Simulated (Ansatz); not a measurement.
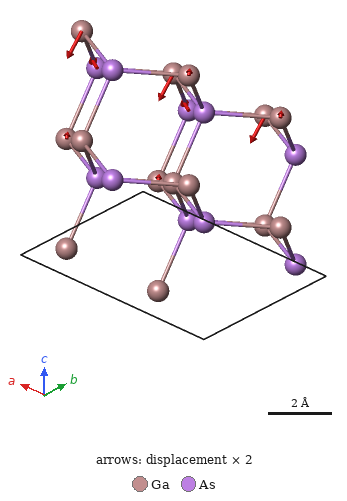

A constrained relaxation of a slab of composition GaAs (cut from the F-43m phase). The starting structure is drawn; red arrows show the displacements, magnified 2 times.

Style: ball-and-stick. Shown: the cell of the calculation, outlined in the plane, without the vacuum (origin shifted), from a free direction.

Case: clean slab, lower planes held. The slab is the (1 1 0) face of GaAs. 8 atoms are held fixed.

The calculation used Ansatz, DFT PBE+D3(BJ), scalar-relativistic, plane waves, PAW. (plane-wave cutoff 420 eV; k-point mesh 2 × 3 × 1; occupations gaussian; smearing width 0.05 eV; no spin polarisation; dipole correction; atoms relaxed in a fixed cell; force threshold 0.03 eV/Å; at most 70 steps)

**Atoms of which element are displaced furthest, and by how much?**

Gallium: up to 0.51 Å, against 0.32 Å for arsenic.

**What happened in the run?**

The energy falls by 1.082 eV per cell of the calculation in 4 accepted moves (5 points after the start). Largest force component: 1.2 eV/Å at the start, 0.015 eV/Å at the end. 1 step only repeated the SCF at the same geometry. The largest moves, 0.51 Å, are those of Ga atoms. Largest moves by element: Ga 0.51 Å, As 0.32 Å. The cell stays as it was. Among the contacts that change: As–Ga 2.458 → 2.546 Å, As–Ga 2.458 → 2.422 Å, As–Ga 2.458 → 2.488 Å. Bond angles that change, for instance: Ga–As–Ga 109.5° → 91.2°, As–Ga–As 109.5° → 123.4°, Ga–As–Ga 109.5° → 96.4°.
